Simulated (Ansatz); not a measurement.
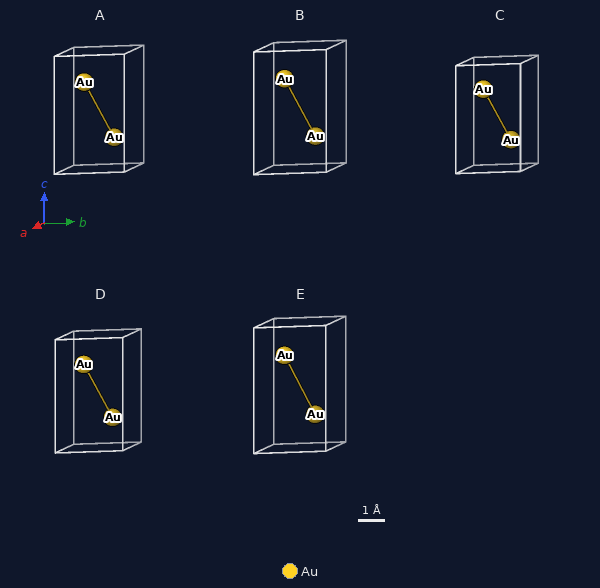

5 geometries from one relaxation of crystalline Au (a generated structure, set up in P6_3/mmc) (coarse preliminary run), in shuffled order. Style: ball-and-stick. Shown: the cell of the calculation, slightly off an axis.

Case: Cu → Au on all its sites, cell and atoms relaxed.

Theory: DFT r2SCAN, scalar-relativistic, plane waves, PAW in Ansatz 0.2.0. Settings: plane-wave cutoff 500 eV; k-point mesh 12 × 12 × 6; occupations gaussian; smearing width 0.1 eV; no spin polarisation; cell and atoms relaxed; force threshold 0.05 eV/Å; at most 60 steps.

### Order the frames from highest to lowest energy.

C, D, A, B, E. They are steps 0, 1, 2, 4, 9, at +1817 meV per atom, +608 meV per atom, +137 meV per atom, +7.7 meV per atom relative to the last. The energy falls by 1817 meV per atom in 8 accepted moves (9 points after the start). All forces vanish by symmetry, so only the cell relaxes. Pressure: 159.82 GPa at the start and −0.01 GPa at the end. At 1 point the geometry stayed and the basis and grid were re-selected for the new cell (energy shift of 5.5 meV per atom at most each time). No atom moves by more than 0.005 Å relative to the cell. Cell: a = b 2.582 → 2.879 Å (+11.5 %), c 4.214 → 4.910 Å (+16.5 %). Volume +44.9 %. Some distances before and after: Au–Au 2.581 → 2.965 Å, Au–Au 2.582 → 2.879 Å. The space group stays P6_3/mmc (No. 194). The run took 27 s on 1 thread of Intel(R) Xeon(R) 6975P-C (Granite Rapids), on a shared host, peak memory 0.51 GiB.
